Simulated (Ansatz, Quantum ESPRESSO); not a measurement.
# O on top sites of RuAl(110): the work function of the upper face at a withheld member of a series

**Set-up.** Quantum ESPRESSO 7.5, PBE, GBRV ultrasoft. Slabs of 3 layers, covered on the upper face; adsorbates and the top layer relax in a periodic cell, the rest is held (the clean slab relaxes both outer layers); a run under open boundaries (ESM, bc1) gives both vacuum levels. Cells of one to 6 surface sites carry the coverages, on meshes of like density; cold smearing of 0.02 Ry. The slabs take the lattice constants of the bulk relaxed by the same program. The series steps the coverage.

```
 coverage  work function of the upper face (eV)
     0 ML                                 4.717
0.1667 ML                                 5.155
  0.25 ML                                 5.341
0.3333 ML                                 5.537
   0.5 ML                                 5.859
0.6667 ML                                 6.127
  0.75 ML                                 6.308
```

One more run was made and is withheld. What is the work function of the upper face at 1 ML?

**Fit.** The rows at 0.6667 ML and 0.75 ML give a slope of (6.308 − (6.127))/(0.75 − (0.6667)) = 2.173, so a straight line gives 6.851 eV. A parabola through these and the row at 0.5 ML gives 7.040 eV.

**The withheld run.** 6.724 eV. The line misses by +0.127 and the parabola by +0.316 eV. The line does better here.

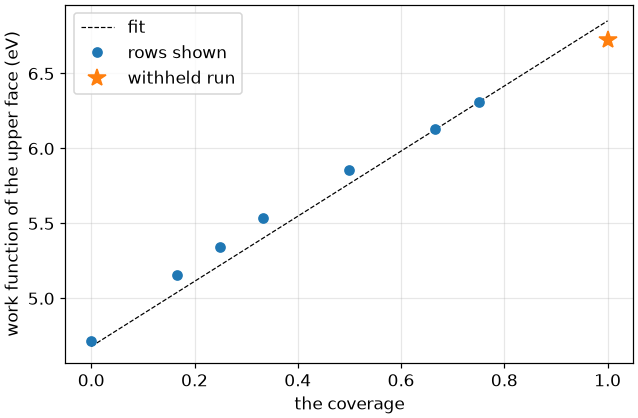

The rows shown, the fit and the withheld run.

Caveats: Thin slabs, one site and one ordered pattern a coverage; no reconstruction or subsurface sites; meshes differ a little between cells.

[Logs are printed without paths, hosts, clocks, repeated set-up lines and the standing remarks that a program may print on its own settings, such as how far it seeks lower states.]
